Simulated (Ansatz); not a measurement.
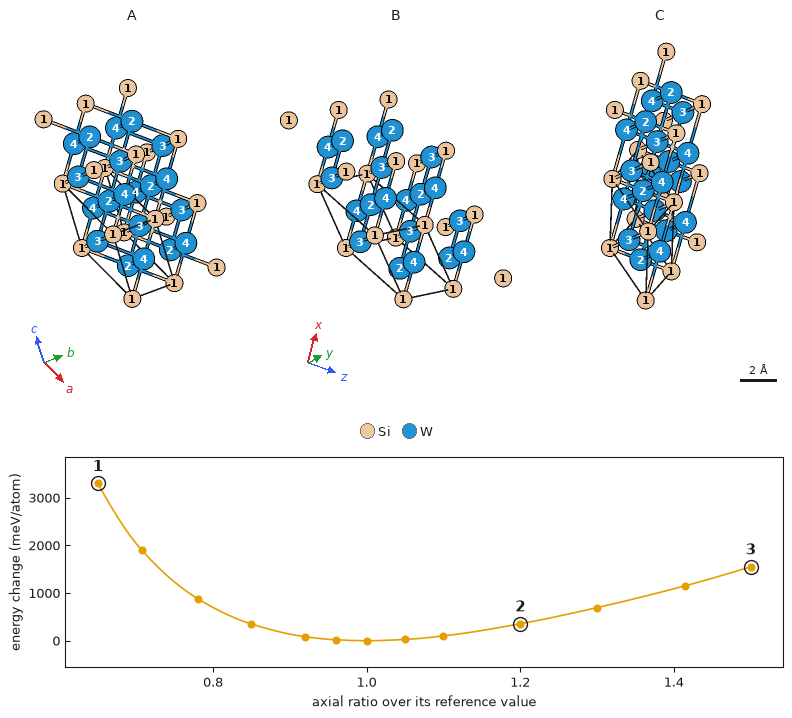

Solid SiW₃ (Im-3m): the ratio of the cell's length along z to its lengths across, counted as 1 for the reference, is changed at fixed volume (a tetragonal or Bain path), with the atoms kept at their fractional coordinates. x, y and z are the Cartesian axes of the input. The frames are shuffled; the numbered points of the plot belong to them. A ball-and-stick model of the cell of the calculation, repeated 1 × 2 × 2 with one cell outlined, seen slightly off an axis.

The calculation used Ansatz, DFT r2SCAN, scalar-relativistic, plane waves, PAW. (plane-wave cutoff 500 eV; k-point mesh 14 × 14 × 14; occupations gaussian; smearing width 0.15 eV; no spin polarisation). Energies (free energies at the smearing named) are counted from the relaxed crystal.

### Match the frames to the points.

Point 1 is frame C (the relative ratio 0.65, 3301 meV/atom); 2 is frame A (the relative ratio 1.20, 355 meV/atom); 3 is frame B (the relative ratio 1.50, 1551 meV/atom). Of the computed points the lowest is at the relative ratio 1.00, 0 meV/atom. At the ends of the scan the energy is 3301 meV/atom (0.65) and 1551 meV/atom (1.50). The distortion takes the space group from Im-3m to I4/mmm. At the relative ratio 1.50 the cell of the drawing goes a 4.485 → 4.663 Å, b 4.485 → 4.663 Å, c 4.485 → 4.663 Å, α 109.5° → 122.0°, β 109.5° → 122.0°, γ 109.5° → 86.6°.
